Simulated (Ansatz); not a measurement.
**Ir: 5 runs along one coordinate**

System: Ir (2 atoms in the cell).
Method: DFT, revPBE, plane waves (420 eV) with PAW, scalar-relativistic, no spin polarisation (Ansatz 0.2.0).

The 5 runs differ only in the geometry, by an even scaling of the cell at fixed fractional positions.

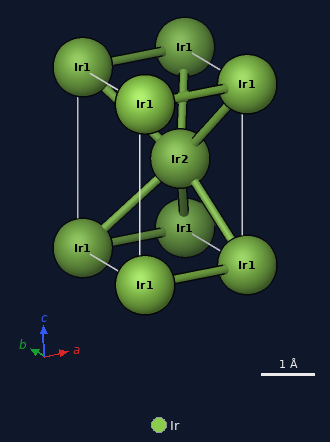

Figure 1. The structure of run 3 (ball-and-stick view of the reduced cell, seen slightly off an axis; atoms are numbered from 1 in the order of the input).

### Input of run 3
```yaml
crystal:
  lattice:
    - [-2.4669819668, 2.1173589785, 1.3034759642]
    - [2.1173589785, -2.4669819668, 1.3034759642]
    - [2.8241762316, 2.8241762316, -1.9438111077]
  atoms:
    - { symbol: Ir, position: [0.9772476323, 0.0227523677, 1.0] }
    - { symbol: Ir, position: [0.7727523677, 0.2272476323, 0.5] }
hamiltonian:
  xc: revpbe
  pseudopotentials:
    kind: paw
    azcp:
      Ir: "pseudopotentials/Ir.paw.azcp"
basis:
  ecutwfc: 420
  fft_grid_basis: typed
kpoints:
  mp_grid: { grid: [17, 17, 10], shift: [0, 0, 0] }
magnetization:
  spin_polarized: false
scf:
  occupations: { method: fermi_dirac, width: 0.1 }
  lower_state_search: "off"
output:
  stress: true
```

Run 4 differs from it as follows:
```diff
-    - [-2.4669819668, 2.1173589785, 1.3034759642]
-    - [2.1173589785, -2.4669819668, 1.3034759642]
-    - [2.8241762316, 2.8241762316, -1.9438111077]
+    - [-2.5336892199, 2.1746124174, 1.3387219864]
+    - [2.1746124174, -2.5336892199, 1.3387219864]
+    - [2.9005420264, 2.9005420264, -1.9963718079]
```

### Results, with one run withheld

```csv
run,volume per atom (Å³),"free energy per atom, from the lowest run given (meV)",pressure (GPa)
1,14.042,237.16,49.70
2,14.680,81.99,29.03
3,15.318,0.00,12.78
4,16.595,?,?
5,17.871,135.63,−23.84
```

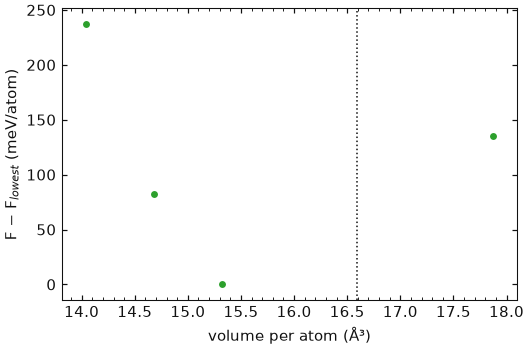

Figure 2. Free energy per atom of the runs given; the dotted line marks run 4.

What should run 4 give?

A quadratic polynomial in V^(−2/3) (the Birch–Murnaghan form), fitted to the 4 runs given, misses them by at most 1.24 meV per atom. With x = V^(−2/3) − 0.16176 Å⁻², it reads F = −5.0825 + 10995 x + 1.2998e+06 x² (meV per atom). At run 4 it gives −9.29 meV per atom, and the run itself gives −3.80. The slope of the fit gives a pressure −dF/dV of −9.84 GPa there, and the run prints −9.99 GPa. The two needn't agree exactly: the fit is approximate, and the printed stress is taken on a finite basis. The fit has its minimum at 15.994 Å³ per atom, where V d²F/dV² gives 287 GPa. Cell shape and fractional positions are held, so this is the stiffness under even scaling; the relaxed bulk modulus wasn't computed. So low a polynomial doesn't follow these energies more closely.

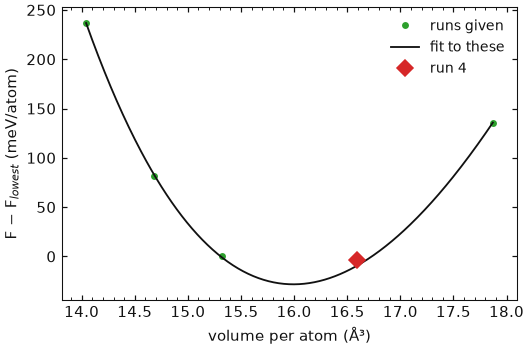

Figure 3. The fit and the withheld run.

### Output, shortened to warnings, some set-up lines, iterations and results (run 4)
```
Basis set: ecut = 420 eV, 643 PW (Γ)
Symmetry: 4 space group operations
k-points: 774 of 2890
Initial density: superposition of atomic densities (neutral atoms: chi_scale 0, normalization atom), corrected by the library's trained network
[...]
SCF iter   1: F=—  HF=-23888.891875 eV  |F-HF|=—  |Δ(HF+E_count)|=         —  Δρ=1.00e-2  dr2=9.76e-3  ethr=1.77e-3  ⟨swp⟩=4.3  Hψ=61129  notcnv=0
SCF iter   2: F=—  HF=-23888.895114 eV  |F-HF|=—  |Δ(HF+E_count)|=   3.24e-3  Δρ=5.85e-3  dr2=3.55e-3  ethr=2.87e-5  ⟨swp⟩=2.4  Hψ=28491  notcnv=0
SCF iter   3: F=—  HF=-23888.896443 eV  |F-HF|=—  |Δ(HF+E_count)|=   1.33e-3  Δρ=4.57e-4  dr2=3.34e-5  ethr=1.04e-5  ⟨swp⟩=2.4  Hψ=21758  notcnv=0
SCF iter   4: F=—  HF=-23888.896446 eV  |F-HF|=—  |Δ(HF+E_count)|=   3.31e-6  Δρ=8.33e-5  dr2=1.17e-6  ethr=9.83e-8  ⟨swp⟩=2.1  Hψ=23614  notcnv=0
SCF iter   5: F=-23888.896446 eV  HF=-23888.896446 eV  |F-HF|=4.88e-8  |Δ(HF+E_count)|=   4.22e-7  Δρ=2.00e-5  dr2=6.01e-8  ethr=3.43e-9  ⟨swp⟩=2.5  Hψ=24455  notcnv=0
SCF iter   6: F=-23888.896446 eV  HF=-23888.896446 eV  |F-HF|=1.55e-9  |Δ(HF+E_count)|=   5.34e-8  Δρ=3.39e-6  dr2=2.13e-9  ethr=1.77e-10  ⟨swp⟩=2.6  Hψ=55599  notcnv=0
SCF 1 converged in 6 iterations: F = -23888.896446 eV  dr2 = 2.13e-9
SCF converged after 6 iterations
Free energy (F): -23888.896446 eV
Harris-Foulkes:  -23888.896446 eV  (|F-HF|=1.55e-9)
Internal energy: -23888.822811 eV  (E = F + TS)
E sigma→0 (E₀):  -23888.859628 eV
Entropy (-TS):   -0.073636 eV (-36.818 meV/atom)
Fermi energy:    20.857746 eV
--- Per-component energies (eV) ---
  E_band       = -305.088323
  E_kinetic    = 1240.362573
  E_local      = -2607.490966  (includes V_loc(G=0)·N_el)
  E_nonlocal   = 145.347453
  E_hartree    = 987.687680
  E_xc         = -533.414445
  E_vxc        = -596.120469  (∫ρ·V_xc dr)
  E_paw        = -18465.640986  (= ΣΔE_a)
  E_vpaw       = -462.561812  (= ΣTr[D̂ρ^β])
  E_aug_tail   = 0.000125  (compensation charges beyond the density's cutoff)
  E_ewald      = -4655.627855
  E_core_change = -0.046389  (= ΣΔE_core)
  E_smearing   = -0.073636  (= −TS)
  E_closure    = -0.000000  (closes the sum)
  Σ components = -23888.896446   (vs F -23888.896446, Δ=0.00e0)
--- Stress (GPa, compression-positive) ---
       -9.850444      -0.955578      -0.085075
       -0.955578      -9.850444      -0.085075
       -0.085075      -0.085075     -10.262374
  P = ⅓ Tr σ = -9.9878 GPa (-99.878 kbar)
```

Notes: Spin–orbit coupling is left out, which matters for Ir.
